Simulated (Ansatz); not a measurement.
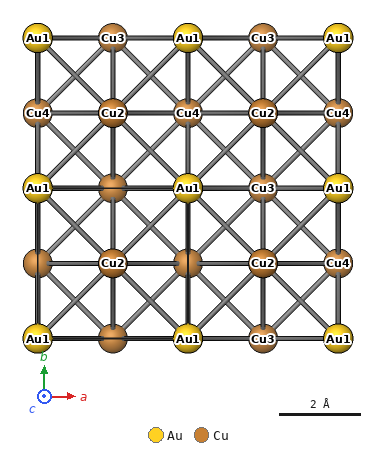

Starting structure of crystalline Cu₃Au (set up in Pm-3m). A ball-and-stick model of the cell of the calculation, repeated 2 × 2 × 1 with one cell outlined, seen along the c axis.

The run lets cell and atoms move.

Method: Kohn-Sham DFT of a periodic cell, LDA, Ansatz PAW (Ansatz).

The input:
```yaml
crystal:
  lattice:
    - [3.74, 0.0, 0.0]
    - [0.0, 3.74, 0.0]
    - [0.0, 0.0, 3.74]
  atoms:
    - { symbol: Au, position: [0.0, 0.0, 0.0] }
    - { symbol: Cu, position: [0.5, 0.5, 0.0] }
    - { symbol: Cu, position: [0.5, 0.0, 0.5] }
    - { symbol: Cu, position: [0.0, 0.5, 0.5] }
hamiltonian:
  xc: lda
  pseudopotentials: { kind: paw }
kpoints:
  mp_grid: { grid: [7, 7, 7] }
scf:
  occupations: { method: fermi_dirac, width: 0.05 }
output:
  forces: true
  stress: true
  eigenvalues: true
  write_density: true
  write_potential: true
  elf: true
  volumetric_format: npy
relax:
  f_tol: 0.01
  max_steps: 40
  cell: { stress_tol: 0.05 }
```

Run as
```bash
ansatz run input.yaml --threads 2 --pin off --max-ram 5632MiB --backend cpu --events-out ev --progress --plain --runs-dir out
```

### Where does the relaxation end?

After 3 accepted moves (4 points after the start) the energy has fallen by 21.9 meV per atom. All forces vanish by symmetry, so only the cell relaxes. Pressure: −9.25 GPa at the start and 0.01 GPa at the end. The SCF was repeated once at an unchanged geometry on a basis and grid sized afresh for the cell, which shifted the energy by 0.4 meV per atom at most. No atom moves by more than 0.005 Å relative to the cell. Cell: a = b = c 3.740 → 3.670 Å (−1.9 %). Volume −5.5 %. Among the contacts that change: Cu2–Cu3 2.645 → 2.595 Å, Au1–Cu2 2.645 → 2.595 Å. The space group stays Pm-3m (No. 221). The run took 14 s on 2 threads of Intel(R) Xeon(R) Platinum 8175M CPU @ 2.50GHz (Skylake/Cascade Lake), with other jobs on the host, peak memory 0.41 GiB.

Step by step:

```
step  E − E(0), meV/atom  pressure, GPa  volume, Å³/atom                      note
   0                0.00          -9.25           13.078                          
   1              -22.10          -0.92           12.422                          
   2              -22.31           0.12           12.354                          
   3              -22.31           0.00           12.362                          
   4              -21.91           0.01           12.362  same geometry, new basis
```

The end point in the same view:

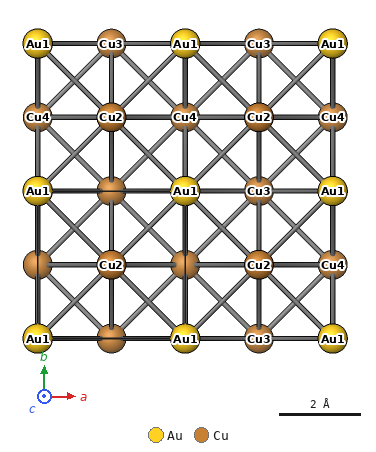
